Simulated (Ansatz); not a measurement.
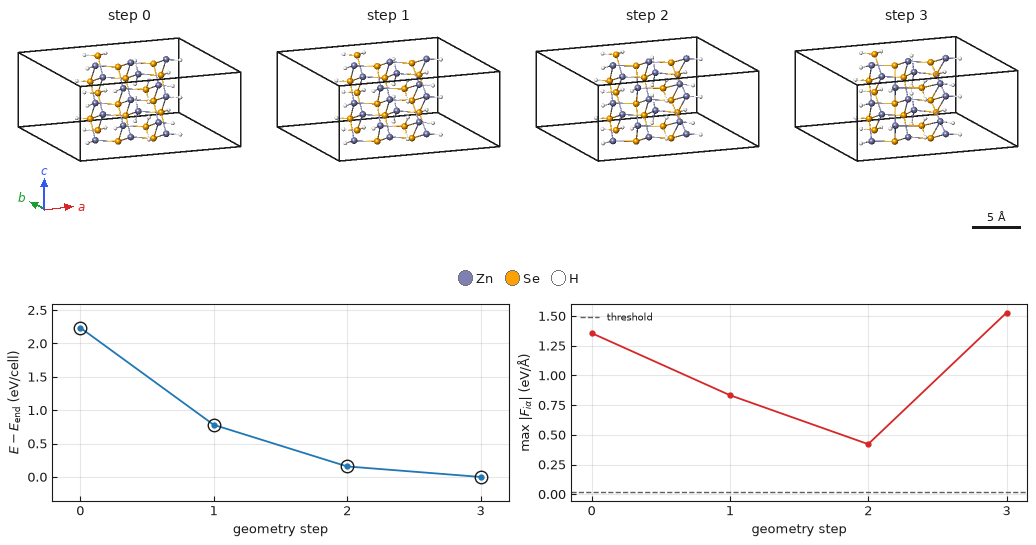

Frames of a relaxation of a wire of composition Zn₇H₁₂Se₇, marked on the history of the run. The picture is a ball-and-stick view of the 2 repeat of the cell, with the vacuum cut short, seen slightly off an axis.

Case: wire along [1 1 0], 14 atoms a period, capped with H.

Computed with DFT PBE, scalar-relativistic, plane waves, PAW in Ansatz 0.2.0. Settings: plane-wave cutoff 420 eV; k-point mesh 1 × 1 × 8; occupations gaussian; smearing width 0.05 eV; no spin polarisation; cell relaxed at fixed a, b, alpha, beta, gamma; force threshold 0.02 eV/Å; at most 45 steps.

Q: Describe the path.

A: The run was cut off at its time limit before the relaxation converged, so the last structure is only a point on the way. After 3 geometry steps the energy has fallen by 2.238 eV per cell of the calculation. The largest force component goes from 1.4 to 1.5 eV/Å. A Zn atom moves most relative to the centre of the atoms: 0.58 Å. Largest moves by element: Zn 0.58 Å, H 0.43 Å, Se 0.34 Å. Along the periodic axis the drawn cell goes c 8.106 → 8.267 Å (+2.0 %). Among the contacts that change: H–H 1.522 → 0.802 Å, Se–Zn 2.482 → 2.850 Å, Se–Zn 2.482 → 2.801 Å, Se–Zn 2.482 → 2.712 Å. New bonds form, among them: H–H (1.52 → 0.80 Å). Bond angles that change, for instance: H–Zn–H 109.5° → 139.1°, Se–Zn–H 109.5° → 134.2°, Zn–Se–Zn 109.5° → 132.6°. From step 0 to 1: Zn atoms move most (0.19 Å), energy −1.456 eV per cell of the calculation. From step 1 to 2: a Zn atom moves most (0.19 Å), energy −0.624 eV per cell of the calculation. From step 2 to 3: a Zn atom moves most (0.19 Å), energy −0.158 eV per cell of the calculation.

```
step  E − E(0), meV/atom  largest force component, eV/Å
   0                0.00                         1.3568
   1              -56.00                         0.8341
   2              -80.00                         0.4218
   3              -86.06                         1.5282
```
